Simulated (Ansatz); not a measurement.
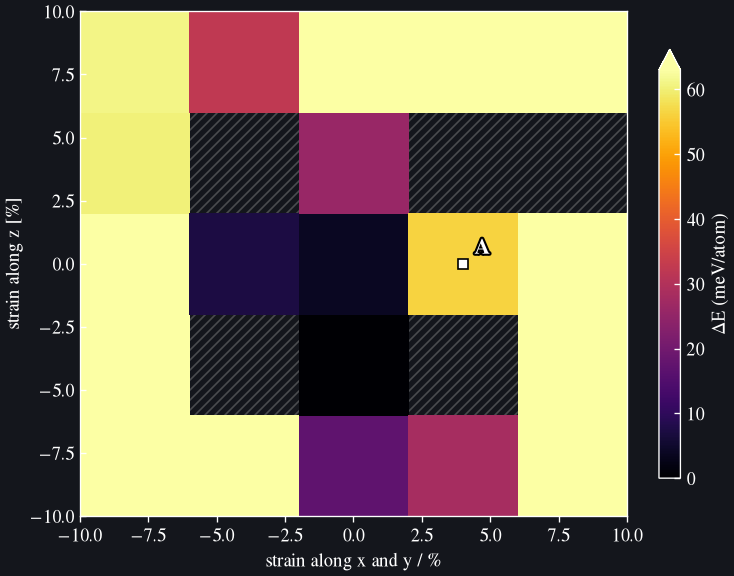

Y (Fm-3m, No. 225; 1 atom in the cell). The cell is strained homogeneously, by one strain along x and y and another along z, with fractional coordinates fixed (x, y and z along the cube axes). The first coordinate is: strain along x and y; the second: strain along z. Grid: 5 × 5 points. At 5 points there is no value. Points are written as (first, second). Energies are in meV/atom, from the lowest grid point. The reference cell is the one listed in the database, not relaxed at this level. Theory: Ansatz, DFT LDA, scalar-relativistic, plane waves, PAW. Settings: cutoff 420 eV, k-mesh 16×16×16, gaussian smearing 0.15 eV, no spin polarisation.

In the figure: one coloured cell a grid point, one colour for all values above the top of the scale, hatched blanks where no value was computed, the point A.

### Is A at rest? If not, where is it pushed?

A, at (4 %, 0 %), is not a stationary point. The computed force is 19 meV/atom for each 1 % towards smaller values of strain along x and y and 7.8 meV/atom for each 1 % towards smaller values of strain along z.
